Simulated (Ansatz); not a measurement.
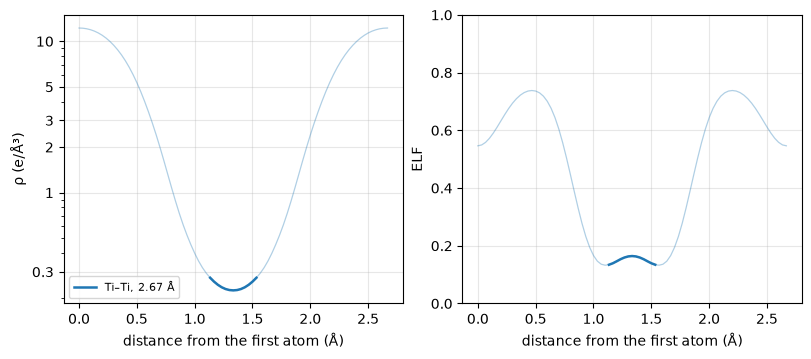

Ti. Valence charge density (pseudo) and electron localisation function along straight lines between neighbouring atoms. Thin, pale parts lie inside the atomic spheres.

Space group Fmmm; changed on purpose from its base cell (engineering shear strain xy -0.2200, normal strain along z +0.0500); computed pressure about −4 GPa in this cell; computed without spin polarisation; PAW files of the earlier set (soft_1).

The calculation used DFT PBE, scalar-relativistic, plane waves, PAW (Ansatz).

In a PAW calculation such maps are meaningful between the atoms, not at the nuclei.

What can be read from the curves?

Answer. Ti–Ti (2.67 Å): ρ at the midpoint is about 0.23 e/Å³; the ELF is about 0.15 at the midpoint: no localised pair shows between them.
